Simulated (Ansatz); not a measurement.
**Run report: C10F, single-point calculation (part 4 of 4)**

The same run, continued: C10F (slab, 11 atoms in the cell); DFT LDA, scalar-relativistic, plane waves, PAW, PAW set soft_1, spin-polarised (Ansatz 0.2.0); cutoff 420 eV, 8×7×1 k-mesh, Gaussian smearing of 0.05 eV, collinear spins. The structure derives from an entry of the Crystallography Open Database.

Geometry of the input (Å; fractional positions):
```
3.6008  0.0000  0.0000
-1.6597  3.8954  0.0000
0.0000  0.0000  21.7917
C  0.5002  0.3334  0.1836
C  0.4998  0.6666  0.1836
C  0.5002  0.8334  0.2396
C  0.4998  0.1666  0.2396
C  0.5001  0.3353  0.2957
C  0.4999  0.6647  0.2957
C  0.5001  0.8367  0.3520
C  0.4999  0.1633  0.3520
C  0.5004  0.3543  0.4034
C  0.4996  0.6457  0.4034
F  0.8337  0.3543  0.5452
```

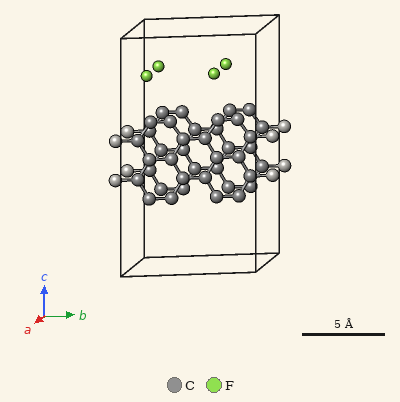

**Figure 1.** The structure as given in the input (ball-and-stick view of the 2 × 2 repeat of the cell, with the vacuum cut short, seen slightly off an axis; neighbours outside the cell are drawn fainter). An atom can appear more than once, as a periodic image.

**Output, continued**
```
  k-point 0 ↑: bands = ["-23.8172", "-22.6945", "-20.8423", "-18.0334", "-17.1399", "-16.6049", "-15.8366", "-15.4552", "-12.8579", "-12.5738", "-12.5667", "-10.3813", "-9.6420", "-9.0232", "-8.8601", "-7.8691", "-5.7538", "-5.6786", "-5.6305", "-5.5526", "-5.4807", "-5.2961", "-5.0957", "-3.4420", "-3.2557", "-2.7912", "-2.3981", "-1.2077", "-0.1199", "1.2029", "2.0847", "3.1458", "3.6382", "3.9752", "4.2924"]
  k-point 1 ↑: bands = ["-23.8163", "-22.5677", "-20.7230", "-18.3932", "-17.8594", "-16.8020", "-15.3051", "-14.7359", "-13.5867", "-12.4398", "-11.6609", "-10.6314", "-9.5590", "-9.0438", "-8.8248", "-7.7956", "-6.1897", "-5.8391", "-5.6465", "-5.6142", "-5.5000", "-5.3210", "-5.1008", "-4.5397", "-3.0239", "-2.0441", "-1.5932", "-1.4865", "-0.1890", "1.4626", "2.2792", "3.2645", "3.5214", "4.1707", "4.5061"]
  k-point 2 ↑: bands = ["-23.8142", "-22.1900", "-20.3785", "-19.6033", "-17.9910", "-17.5294", "-14.6662", "-14.2653", "-13.4857", "-11.5270", "-11.3129", "-10.7958", "-9.3287", "-9.2988", "-8.8783", "-7.5730", "-7.2223", "-5.9466", "-5.7161", "-5.6402", "-5.5572", "-5.4777", "-5.2276", "-5.1030", "-3.6199", "-2.1085", "-0.8452", "-0.3975", "0.1868", "2.2211", "2.6566", "2.8629", "4.2157", "4.7519", "5.0623"]
  k-point 28 ↓: bands = ["-22.4217", "-21.3825", "-20.5906", "-19.6048", "-18.7722", "-17.1364", "-15.1565", "-13.8476", "-12.0571", "-11.7601", "-10.7478", "-10.4391", "-10.0547", "-10.0239", "-9.1889", "-8.8274", "-8.2300", "-7.1634", "-6.1962", "-5.6948", "-5.0104", "-4.3320", "-4.1979", "-4.1475", "-3.9409", "-2.3619", "-1.3557", "-0.2151", "1.4383", "2.3294", "4.0395", "4.9915", "5.1130", "5.3971", "5.8583"]
--- Löwdin populations: 11 sites ---
  site symbol       q [e]    m [muB]
     0      C      3.9652     0.0232
     1      C      3.9640     0.0626
     2      C      3.9407     0.0012
     3      C      3.9407     0.0044
     4      C      3.9835    -0.0005
     5      C      3.9835     0.0011
     6      C      3.9386     0.0004
     7      C      3.9385    -0.0006
     8      C      3.8721     0.0042
     9      C      3.8762    -0.0064
    10      F      7.1502     0.8372
  spilling = 0.009509 (of n_electrons = 47.000000)
```

**File populations.tsv**
```
# site	symbol	l	j	q_up	q_dn
# orbitals = lowdin
# n_electrons = 47.000000
# spilling = 0.009509
0	C	0_2S	-	0.530222	0.523906
0	C	1_2P	-	1.464020	1.447099
1	C	0_2S	-	0.533320	0.520803
1	C	1_2P	-	1.479939	1.429891
2	C	0_2S	-	0.447246	0.446400
2	C	1_2P	-	1.523711	1.523363
3	C	0_2S	-	0.447530	0.445904
3	C	1_2P	-	1.524976	1.522252
4	C	0_2S	-	0.448826	0.448905
4	C	1_2P	-	1.542626	1.543097
5	C	0_2S	-	0.448953	0.448920
5	C	1_2P	-	1.543307	1.542272
6	C	0_2S	-	0.439148	0.438678
6	C	1_2P	-	1.530337	1.530452
7	C	0_2S	-	0.439075	0.439027
7	C	1_2P	-	1.529871	1.530528
8	C	0_2S	-	0.477104	0.476166
8	C	1_2P	-	1.461042	1.457813
9	C	0_2S	-	0.476883	0.477782
9	C	1_2P	-	1.458006	1.463509
10	F	0_2S	-	0.999707	0.999356
10	F	1_2P	-	2.993998	2.157129
```

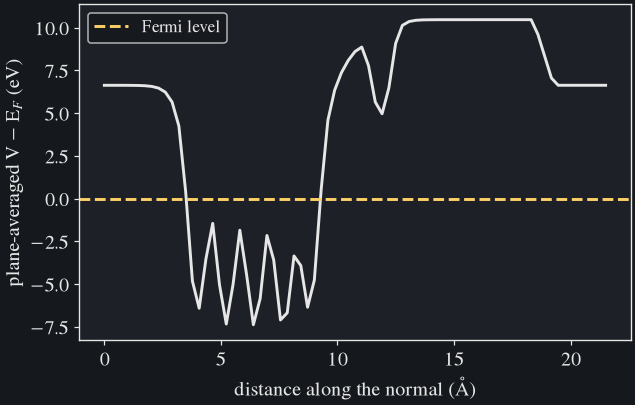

**Figure 2.** Plane average of the electrostatic potential energy of an electron across the cell, from the Fermi level. The vacuum level lies 10.47 eV above the Fermi level on the upper side and 6.63 eV on the lower.

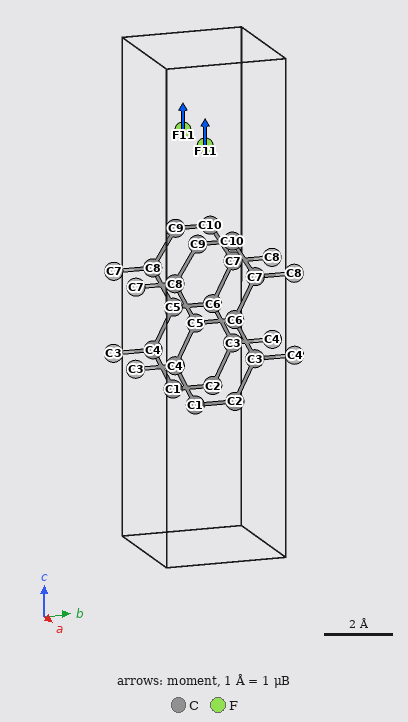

**Figure 3.** Magnetic moments of the sites as blue arrows (ball-and-stick view of the 2 × 1 repeat of the cell, with the vacuum cut short, seen slightly off an axis; neighbours outside the cell are drawn fainter; atoms are numbered from 1 in the order of the input); small moments hardly show. The run is collinear, so the axis drawn is arbitrary. Site moments: F11 (0.83 μB). They are counted near the atoms and needn't add up to the moment of the cell.

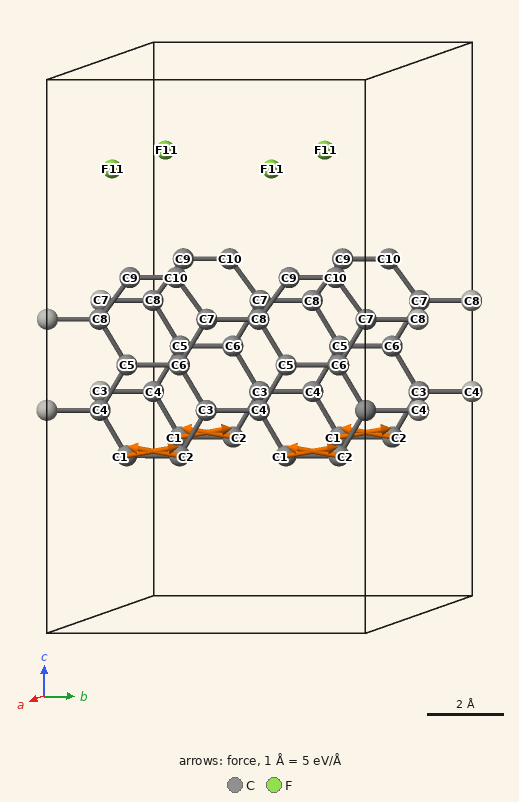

**Figure 4.** Forces on the atoms as orange arrows (ball-and-stick view of the 2 × 2 repeat of the cell, with the vacuum cut short, seen slightly off an axis; neighbours outside the cell are drawn fainter; atoms are numbered from 1 in the order of the input); the smallest are left out. The largest act on C2 (7.07 eV/Å); C1 (7.06 eV/Å). The geometry is not a stationary point of this energy.

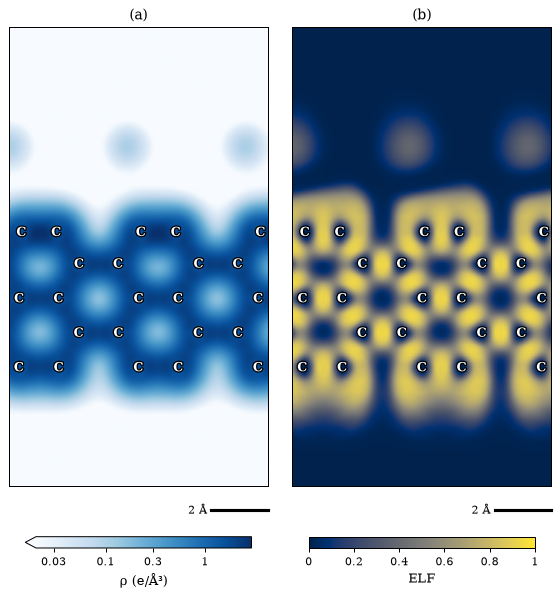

**Figure 5.** (a) valence charge density (pseudo); (b) electron localisation function on the (100) plane of the calculation cell, a cut from vacuum to vacuum. The section cuts through C sites. C–C (1.23 Å): the density is about 2.9 e/Å³ at the midpoint, a local maximum along the line; the ELF peaks at about 0.90 between the atoms (inside overlapping PAW spheres, so only a guide); a double or triple bond. C–C (1.43 Å): ρ is about 2 e/Å³ halfway; the ELF peaks at about 0.95 between the atoms, which marks a shared electron pair. The density dies away to nearly zero in the vacuum. The fields are those of the smooth PAW valence density.

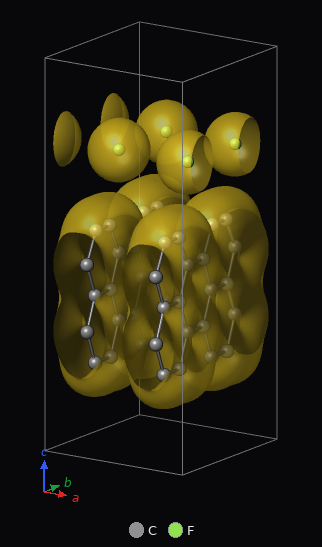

**Figure 6.** Isosurface of the valence pseudo-density at 0.1 e/Å³ (yellow), seen slightly off an axis. Sticks mark near contacts. At this value the density is joined into chains; it holds about 95 % of the electrons treated as valence. It is pinched off along the C–F (3.31 Å) contacts. On the grid the lowest density along these lines, outside the cores, is 2.9 e/Å³ (C–C, 1.23 Å), 0.03 e/Å³ (C–F, 3.31 Å), 2.1 e/Å³ (C–C, 1.38 Å) and 2 e/Å³ (C–C, 1.43 Å).

**Results in brief**

- outcome: converged
- electrons treated: 47
- free energy: −3208.9780 eV
- work function, top face: 10.47 eV
- work function, bottom face: 6.63 eV
- Fermi energy: −4.134 eV
- gap on the k-point mesh: none (metallic)
- net moment of the cell: 0.92 μB
- integrated absolute moment: 0.95 μB
- work function (upper face): 10.47 eV
- largest force (length of the vector): 7.067 eV/Å
- hardware: 1 thread of Arm Neoverse V1, 24 GiB of memory available, shared host
- wall time: 14 min
- peak memory: 1.3 GiB

**Notes**

Warnings of the run: the PAW datasets were made with another functional; the state was not tested for a lower one; the exchange-correlation potential is rough where the density is thin.
